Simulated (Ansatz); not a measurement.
## Two runs on Ga₈N₇

System: Ga₈N₇ (defect cell, 15 atoms in the cell, total charge +1).
Method of run 1: DFT PBE, scalar-relativistic, plane waves, PAW, no spin polarisation (Ansatz 0.2.0).

The structure derives from a Materials Project entry. Text and figures count atoms from 1; the logs count them from 0 in places.

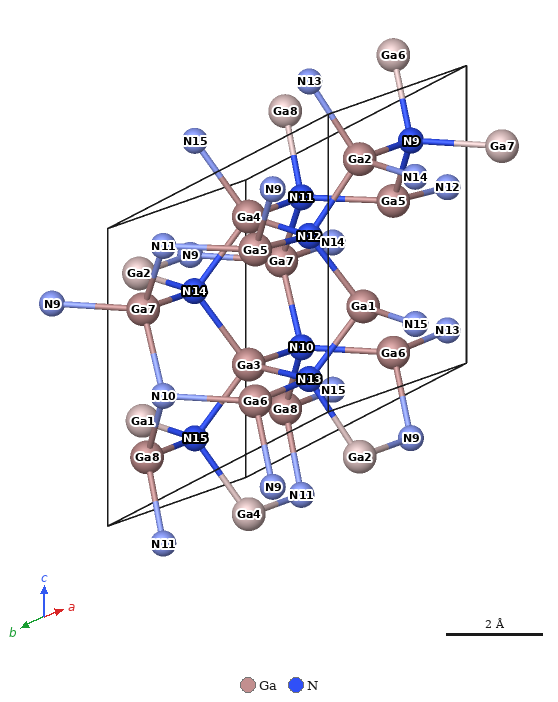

Figure 1. The starting structure (ball-and-stick view of the cell of the calculation, seen at an oblique angle; neighbours outside the cell are drawn fainter; atoms are numbered from 1 in the order of the input). An atom can appear more than once, as a periodic image. Near neighbours in the periodic cell (some may lie outside the picture): Ga has 3 N at 1.92 to 1.98 Å; Ga has 4 N at 1.95 to 1.98 Å; N has 4 Ga at 1.92 to 1.98 Å.

### Input file, run 1
```yaml
crystal:
  lattice:
    - [0.0, 0.0, 5.2431684095]
    - [3.2183708159, 5.5743817708, 0.0]
    - [-6.4367416318, -1.0e-10, 0.0]
  atoms:
    - { symbol: Ga, position: [0.5186865348, 0.1666666667, 0.3333333333] }
    - { symbol: Ga, position: [0.4900468379, 0.16491341, 0.832456705] }
    - { symbol: Ga, position: [0.4900468379, 0.667543295, 0.33508659] }
    - { symbol: Ga, position: [0.4900468379, 0.667543295, 0.832456705] }
    - { symbol: Ga, position: [1.0082200635, 0.3366474413, 0.6732948826] }
    - { symbol: Ga, position: [1.0082200635, 0.3366474413, 0.1633525587] }
    - { symbol: Ga, position: [0.9910269949, 0.8333333333, 0.6666666667] }
    - { symbol: Ga, position: [1.0082200635, 0.8267051174, 0.1633525587] }
    - { symbol: "N", position: [0.8679006732, 0.1693500298, 0.8346750149] }
    - { symbol: "N", position: [0.8679006732, 0.6653249851, 0.3306499702] }
    - { symbol: "N", position: [0.8679006732, 0.6653249851, 0.8346750149] }
    - { symbol: "N", position: [0.3846441345, 0.3270303802, 0.6540607604] }
    - { symbol: "N", position: [0.3846441345, 0.3270303802, 0.1729696198] }
    - { symbol: "N", position: [0.3619862063, 0.8333333333, 0.6666666667] }
    - { symbol: "N", position: [0.3846441345, 0.8459392396, 0.1729696198] }
  host:
    lattice:
      - [3.2183708159, 0.0, 0.0]
      - [-1.609185408, 2.7871908854, 0.0]
      - [0.0, 0.0, 5.2431684095]
    atoms:
      - { symbol: Ga, position: [0.6666666667, 0.3333333333, 0.4991348631] }
      - { symbol: Ga, position: [0.3333333333, 0.6666666667, 0.9991348631] }
      - { symbol: "N", position: [0.6666666667, 0.3333333333, 0.8758651369] }
      - { symbol: "N", position: [0.3333333333, 0.6666666667, 0.3758651369] }
total_charge: 1
basis:
  ecutwfc: 420
  xc_grid: 2
kpoints:
  mp_grid: { grid: [1, 1, 1], shift: [0.0, 0.0, 0.0] }
hamiltonian:
  xc: pbe
scf:
  occupations: { method: gaussian, width: 0.01 }
output:
  forces: true
  stress: false
  eigenvalues: true
  charged_corrections:
    defect_position: [0.87586514, 0.16666667, 0.33333333]
    epsilon: [[10.4928, 0.0, 0.0], [0.0, 10.4928, 0.0], [0.0, 0.0, 11.6882]]
relax:
  adjacent_minimum: "off"
  f_tol: 0.025
  max_steps: 45
```

Launched with:
```bash
ansatz run input.yaml --threads 4 --pin off --max-ram 10240MiB --backend cpu --events-out ev --progress --plain --runs-dir out
```

Hardware: 4 threads of AMD EPYC (Zen 5), 32 GiB of memory available, shared host.

### Output, shortened to warnings, some set-up lines, iterations and results (run 1)
```
Basis set: ecut = 420 eV, 3713 PW (Γ), exchange–correlation on 72×90×90 points (8 copies of the dense FFT grid, shifted against one another)
Symmetry: 6 space group operations
k-points: 1
Initial density: superposition of atomic densities (neutral atoms scaled as one to the charged cell's electrons: chi_scale 0, normalization atom), corrected by the library's trained network
[...]
SCF iter   1: F=—  HF=-32966.608329 eV  |F-HF|=—  |Δ(HF+E_count)|=         —  Δρ=3.85e-2  dr2=1.81e0  ethr=1.77e-3  ⟨swp⟩=6.0  Hψ=270  notcnv=0  defer=4
SCF iter   2: F=—  HF=-32966.052936 eV  |F-HF|=—  |Δ(HF+E_count)|=   5.55e-1  Δρ=1.52e-2  dr2=3.86e-1  ethr=1.31e-3  ⟨swp⟩=3.0  Hψ=171  notcnv=0  defer=10
SCF iter   3: F=—  HF=-32965.923229 eV  |F-HF|=—  |Δ(HF+E_count)|=   1.30e-1  Δρ=5.70e-3  dr2=6.66e-2  ethr=2.79e-4  ⟨swp⟩=2.0  Hψ=141  notcnv=0  defer=10
SCF iter   4: F=—  HF=-32965.904655 eV  |F-HF|=—  |Δ(HF+E_count)|=   1.86e-2  Δρ=2.40e-3  dr2=9.04e-3  ethr=4.82e-5  ⟨swp⟩=2.0  Hψ=164  notcnv=0  defer=10
SCF iter   5: F=—  HF=-32965.907385 eV  |F-HF|=—  |Δ(HF+E_count)|=   2.73e-3  Δρ=4.86e-4  dr2=4.50e-4  ethr=6.55e-6  ⟨swp⟩=3.0  Hψ=148  notcnv=0  defer=10
[... 57 lines ...]
SCF iter   4: F=—  HF=-32966.044947 eV  |F-HF|=—  |Δ(HF+E_count)|=   5.26e-5  Δρ=2.78e-5  dr2=1.71e-6  ethr=6.73e-9  ⟨swp⟩=2.0  Hψ=142  notcnv=0  defer=10
SCF iter   5: F=—  HF=-32966.044948 eV  |F-HF|=—  |Δ(HF+E_count)|=   6.20e-7  Δρ=1.79e-5  dr2=5.36e-7  ethr=1.24e-9  ⟨swp⟩=2.0  Hψ=142  notcnv=0  defer=10
SCF iter   6: F=-32966.044948 eV  HF=-32966.044948 eV  |F-HF|=7.33e-9  |Δ(HF+E_count)|=   2.41e-7  Δρ=3.75e-6  dr2=3.97e-8  ethr=7.25e-11  ⟨swp⟩=8.0  Hψ=406  notcnv=0
SCF 8 converged in 6 iterations: F = -32966.044948 eV  dr2 = 3.97e-8
relax step   8: F+E_penalty+E_count = -32966.04494766 eV  Δ(F+E_penalty+E_count) = -4.765e-4 eV  max|allowed force component| = 3.005e-3 eV/Å  Δτ_max = 0.0101 Å  (6 SCF …
SCF converged after 6 iterations
Free energy (F): -32966.044948 eV
Harris-Foulkes:  -32966.044948 eV  (|F-HF|=7.33e-9)
Internal energy: -32966.044948 eV  (E = F + TS)
E sigma→0 (E₀):  -32966.044948 eV
Fermi energy:    10.154249 eV
--- Per-component energies (eV) ---
  E_band       = -174.229389
  E_kinetic    = 1822.082955
  E_local      = -15903.149829  (includes V_loc(G=0)·N_el)
  E_nonlocal   = 3741.034526
  E_hartree    = 7309.668821
  E_xc         = -953.895972
  E_vxc        = -975.017166  (∫ρ·V_xc dr)
  E_paw        = -16833.611091  (= ΣΔE_a)
  E_vpaw       = -3478.519385  (= ΣTr[D̂ρ^β])
  E_aug_tail   = 0.000317  (compensation charges beyond the density's cutoff)
  E_ewald      = -12148.174675
  E_smearing   = -0.000000  (= −TS)
  E_closure    = -0.000000  (closes the sum)
  E_deformation_potential = 16.899384  (in the stress; not in F)
  Σ components = -32966.044948   (vs F -32966.044948, Δ=0.00e0)
--- Forces (eV/Å), atoms counted from 1 ---
  atom   1  Ga    -0.00000000     0.00000000    -0.00126015
  atom   2  Ga    -0.00000000     0.00096717    -0.00008295
  atom   3  Ga     0.00083760    -0.00048359    -0.00008295
  atom   4  Ga    -0.00083760    -0.00048359    -0.00008295
  atom   5  Ga    -0.00091087     0.00052589     0.00047298
  atom   6  Ga     0.00091087     0.00052589     0.00047298
  atom   7  Ga     0.00000000    -0.00000000     0.00003526
  atom   8  Ga     0.00000000    -0.00105178     0.00047298
  atom   9  N     -0.00000000     0.00300482    -0.00005507
  atom  10  N      0.00260225    -0.00150241    -0.00005507
  atom  11  N     -0.00260225    -0.00150241    -0.00005507
  atom  12  N     -0.00177113     0.00102256    -0.00056633
  atom  13  N      0.00177113     0.00102256    -0.00056633
  atom  14  N      0.00000000     0.00000000     0.00204824
  atom  15  N      0.00000000    -0.00204512    -0.00056633
  max |Σ_I F_I| component: 1.29e-4 eV/Å
--- Charged-cell corrections in eV (Makov–Payne, q = +1.000 e, ε = [10.493, 10.493, 11.688]) ---
  F (periodic)     = -32966.044948  (uncorrected; the corrections below are reported, never added to it)
  E_corr1          = +0.326756  (monopole, q²α_M/2ε̄L, of the cell on which ε is isotropic)
  F Makov-Payne    = -32965.718191  (F + E_corr1; no measured alignment; for a localised charge, not one spread in a band: unchecked)
  no potential alignment in this run, which stands beside a crystal: run the host's input off ansatz write-host-input, and read the two finished runs by ansatz place-levels (neither reads a slab, a wire or a sheet, whose cell leaves a vacuum)
--- Relaxed structure (8 steps of the walk, 6 accepted, 0 SCFs on fresh bases) ---
[...]
```

The input of run 2 differs as follows (lines with − go, lines with + come):
```diff
-    - { symbol: Ga, position: [0.5186865348, 0.1666666667, 0.3333333333] }
+    - { symbol: Ga, position: [0.5186865348, 0.1666666667, 0.3333333333], spin: 0.75 }
-    - { symbol: Ga, position: [1.0082200635, 0.3366474413, 0.6732948826] }
-    - { symbol: Ga, position: [1.0082200635, 0.3366474413, 0.1633525587] }
+    - { symbol: Ga, position: [1.0082200635, 0.3366474413, 0.6732948826], spin: 0.75 }
+    - { symbol: Ga, position: [1.0082200635, 0.3366474413, 0.1633525587], spin: 0.75 }
-    - { symbol: Ga, position: [1.0082200635, 0.8267051174, 0.1633525587] }
+    - { symbol: Ga, position: [1.0082200635, 0.8267051174, 0.1633525587], spin: 0.75 }
-total_charge: 1
+  populations: true
+magnetization:
+  spin_polarized: true
```

How does run 2 compare with run 1?

The total energies belong to different systems, so their difference says nothing on which is more stable or more accurate. The gap on the mesh goes from 2.83 to 0.41 eV. With spin allowed, the absolute moment of the cell comes to 1.09 μB. A charged cell is computed with a uniform neutralising background, so its energy and pressure depend on the cell and aren't those of a real crystal. The SCF takes 16 iterations over all geometry steps against 51. The two runs start from different initial densities, which also moves the count.

### Output, shortened to warnings, some set-up lines, iterations and results (run 2)
```
Basis set: ecut = 420 eV, 3713 PW (Γ), exchange–correlation on 72×90×90 points (8 copies of the dense FFT grid, shifted against one another)
Symmetry: 6 space group operations
k-points: 1
Initial density: superposition of atomic densities (chi_scale 0.1, normalization cell, long waves kept (reshape's long-wave potential 0.12 eV rms))
[...]
SCF iter   1: F=—  HF=-32958.695367 eV  |F-HF|=—  |Δ(HF+E_count)|=         —  Δρ=7.95e-2 (↑6.04e-2 ↓7.95e-2)  dr2=1.71e1  dr2_m=4.69e0  M=1.000 μB ∫|m|=1.068 μB  β_m=0.30  …
SCF iter   2: F=—  HF=-32955.512538 eV  |F-HF|=—  |Δ(HF+E_count)|=    3.18e0  Δρ=5.23e-2 (↑3.80e-2 ↓5.23e-2)  dr2=4.67e0  dr2_m=2.34e0  M=1.000 μB ∫|m|=1.076 μB  β_m=0.30  …
SCF iter   3: F=—  HF=-32954.626239 eV  |F-HF|=—  |Δ(HF+E_count)|=   8.86e-1  Δρ=3.23e-2 (↑2.61e-2 ↓3.23e-2)  dr2=7.08e-1  dr2_m=1.17e0  M=1.000 μB ∫|m|=1.084 μB  β_m=0.30  …
SCF iter   4: F=—  HF=-32954.594015 eV  |F-HF|=—  |Δ(HF+E_count)|=   3.22e-2  Δρ=1.91e-2 (↑1.91e-2 ↓1.80e-2)  dr2=3.57e-2  dr2_m=5.85e-1  M=1.000 μB ∫|m|=1.088 μB  β_m=0.30  …
SCF iter   5: F=—  HF=-32954.633842 eV  |F-HF|=—  |Δ(HF+E_count)|=   3.98e-2  Δρ=1.38e-2 (↑1.38e-2 ↓1.25e-2)  dr2=1.67e-2  dr2_m=2.92e-1  M=1.000 μB ∫|m|=1.094 μB  β_m=0.30  …
[... 10 lines ...]
SCF iter   2: F=—  HF=-32954.681124 eV  |F-HF|=—  |Δ(HF+E_count)|=   8.80e-8  Δρ=5.57e-6 (↑4.64e-6 ↓5.57e-6)  dr2=2.63e-7  dr2_m=8.47e-9  M=1.000 μB ∫|m|=1.122 μB  β_m=0.65  …
SCF iter   3: F=-32954.681124 eV  HF=-32954.681124 eV  |F-HF|=8.41e-9  |Δ(HF+E_count)|=   2.01e-7  Δρ=2.14e-6 (↑2.14e-6 ↓2.07e-6)  dr2=3.52e-8  dr2_m=6.75e-10  M=1.000 μB …
SCF iter   4: F=-32954.681124 eV  HF=-32954.681124 eV  |F-HF|=1.75e-9  |Δ(HF+E_count)|=   1.12e-8  Δρ=5.60e-7 (↑5.60e-7 ↓5.07e-7)  dr2=2.17e-9  dr2_m=1.53e-10  M=1.000 μB …
SCF 2 converged in 4 iterations: F = -32954.681124 eV  dr2 = 2.17e-9
relax step   2: F+E_penalty+E_count = -32954.68112425 eV  Δ(F+E_penalty+E_count) = -1.140e-7 eV  max|allowed force component| = 5.545e-3 eV/Å  Δτ_max = 0.0000 Å  (4 SCF …
SCF converged after 4 iterations
Magnetization: 1.0000 μB (70.0000 up, 69.0000 down)
Absolute magnetization: 1.0897 μB (∫|ρ↑−ρ↓|, with the PAW one-centre terms)
Spin contamination: 0.0018 ħ² per cell (⟨S²⟩ above its minimum at these occupations)
Per-site moments (μB) at R_I (Å): [(0.03571393748593966, 0.7924264145571192), (0.012648764599084891, 0.8111945002495404), (0.012648764599084934, 0.811194500249541), (0.012648764599084887, 0.811194500249541), (0.010961274202396754, 0.8144661714982496), (0.010961274202396721, 0.8144661714982496), …
Free energy (F): -32954.681124 eV
Harris-Foulkes:  -32954.681124 eV  (|F-HF|=1.75e-9)
Internal energy: -32954.681124 eV  (E = F + TS)
E sigma→0 (E₀):  -32954.681124 eV
Fermi energy:    11.334890 eV
--- Per-component energies (eV) ---
  E_band       = -168.261028
  E_kinetic    = 1839.307198
  E_local      = -15944.151778  (includes V_loc(G=0)·N_el)
  E_nonlocal   = 3742.476635
  E_hartree    = 7327.712475
  E_xc         = -967.231768
  E_vxc        = -992.147914  (∫ρ·V_xc dr)
  E_paw        = -16828.491634  (= ΣΔE_a)
  E_vpaw       = -3469.168485  (= ΣTr[D̂ρ^β])
  E_aug_tail   = 0.000228  (compensation charges beyond the density's cutoff)
  E_ewald      = -12124.302482
  E_smearing   = -0.000000  (= −TS)
  E_closure    = 0.000000  (closes the sum)
  Σ components = -32954.681124   (vs F -32954.681124, Δ=0.00e0)
--- Forces (eV/Å), atoms counted from 1 ---
  atom   1  Ga    -0.00000000    -0.00000000    -0.00554453
  atom   2  Ga     0.00000000    -0.00407218    -0.00331633
  atom   3  Ga    -0.00352661     0.00203609    -0.00331633
  atom   4  Ga     0.00352661     0.00203609    -0.00331633
  atom   5  Ga     0.00116466    -0.00067242     0.00473444
  atom   6  Ga    -0.00116466    -0.00067242     0.00473444
  atom   7  Ga     0.00000000     0.00000000     0.00527673
  atom   8  Ga    -0.00000000     0.00134483     0.00473444
  atom   9  N     -0.00000000     0.00446431     0.00051252
  atom  10  N      0.00386620    -0.00223215     0.00051252
  atom  11  N     -0.00386620    -0.00223215     0.00051252
  atom  12  N      0.00131457    -0.00075897    -0.00210130
  atom  13  N     -0.00131457    -0.00075897    -0.00210130
  atom  14  N      0.00000000     0.00000000     0.00078904
  atom  15  N     -0.00000000     0.00151793    -0.00210130
  max |Σ_I F_I| component: 9.25e-6 eV/Å
[...]
```

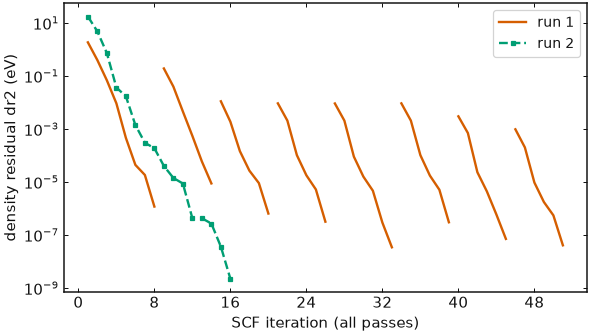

Figure 2. Convergence of the two runs: density residual dr2 against the SCF iteration. A break in a curve parts two SCF passes. Run 1 takes 51 iterations in all, and run 2 takes 16.

### The two runs side by side

| quantity | run 1 | run 2 |
| --- | --- | --- |
| outcome | converged | converged |
| free energy per atom (eV) | −2197.7363 | −2196.9787 |
| gap on the mesh (eV) | 2.83 | 0.41 |
| largest force (eV/Å) | 0.003 | 0.006 |
| SCF iterations | 51 | 16 |
| irreducible k-points | 1 | 1 |
| net moment of the cell (μB) | – | 1.00 |
| absolute moment of the cell (μB) | – | 1.09 |
| wall time (shared host) | 2.2 s | 1 s |

For both runs: The k-point mesh is coarse (a preliminary or cheap run), so energies and forces are approximate. So coarse a mesh can miss the band edges, so the true gap of this method can be much smaller, or zero. For run 1: The cell is charged and computed with a neutralising background, so its energy and pressure depend on the cell and aren't those of a real crystal.
